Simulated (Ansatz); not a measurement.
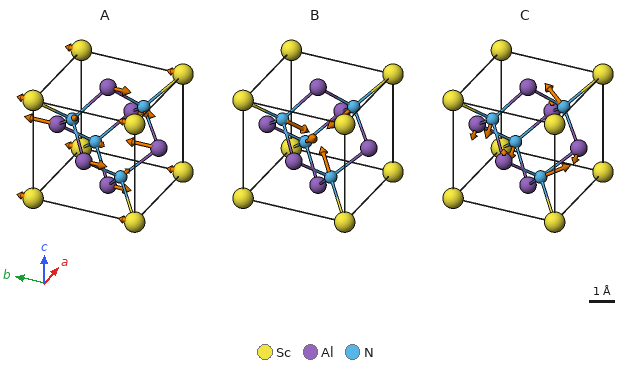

Modes of a crystal of ScAl₃N₄ (a generated structure), space group P-43m (No. 215), at the zone centre (one member of each degenerate set). The orange arrows give the relative displacements of the atoms. Style: ball-and-stick. Shown: the cell of the calculation, from a free direction.

Method: DFT PBE, scalar-relativistic, plane waves, PAW (Ansatz 0.2.0).

Frequencies are those without the non-analytic (LO–TO) term.

> Which are infrared-active and which Raman-active?

A is T₂, infrared- and Raman-active by symmetry (500 cm⁻¹). B is A₁, Raman-active by symmetry (697 cm⁻¹). C is T₁, silent by symmetry (neither infrared- nor Raman-active) (569 cm⁻¹).
